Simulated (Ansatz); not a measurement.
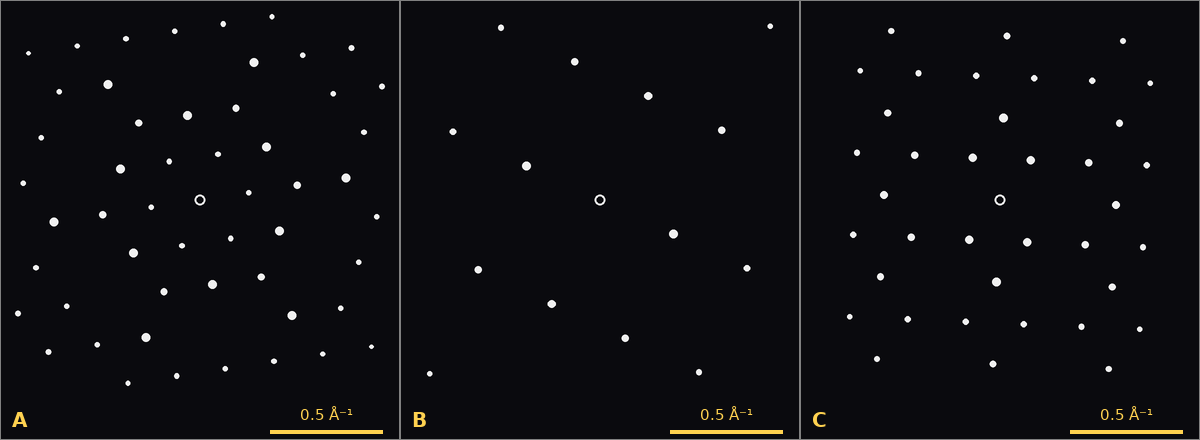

Kinematic electron diffraction patterns (300 kV, B = 0.5 Å², same scale, each along a low-index zone) of three structures of composition Hg, each relaxed at zero pressure with DFT PBE, scalar-relativistic, plane waves, PAW in Ansatz 0.2.0.

The structures (standard cells):
1. Im-3m (No. 229), a = 3.875 Å, 2 atoms; generated start, possibly hypothetical
2. R-3m (No. 166), a = 9.029 Å, c = 23.881 Å (hexagonal axes), 36 atoms; generated start, possibly hypothetical
3. Fd-3m (No. 227), a = 7.661 Å, 8 atoms; generated start, possibly hypothetical

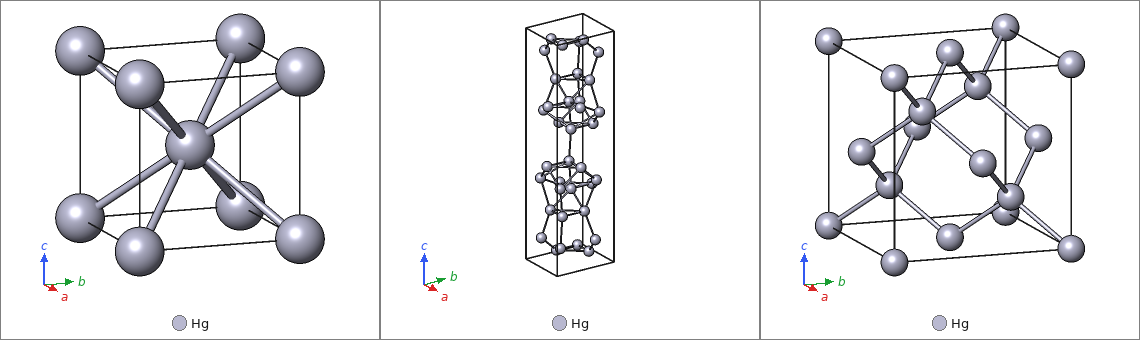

Drawings of the structures 1 to 3, from left to right (each may span several cells).

Q: Which pattern belongs to which structure, and along which zone?

A: A is structure 2 along [001]: hexagonal net of 2 -1 0 at d = 4.51 Å and 1 1 0 at d = 4.51 Å, 60.0° apart (some points of this net are extinct or too weak to see). B is structure 1 along [110] or an equivalent direction: rectangular net of 1 -1 0 at d = 2.74 Å and 0 0 2 at d = 1.94 Å, 90.0° apart. C is structure 3 along [110] or an equivalent direction: centred rectangular net of -1 1 -1 at d = 4.42 Å and -1 1 1 at d = 4.42 Å, 70.5° apart (some points of this net are extinct or too weak to see).

Q: Which structure lies lowest at this level of theory, and by how much?

A: Structure 1 (Im-3m, 29.10 Å³ an atom) is the lowest of these; structure 2 (R-3m, 46.83 Å³ an atom) lies about 47 meV an atom higher; structure 3 (Fd-3m, 56.20 Å³ an atom) lies about 79 meV an atom higher. These are static energies at 0 K; other structures, not shown, may lie lower still.
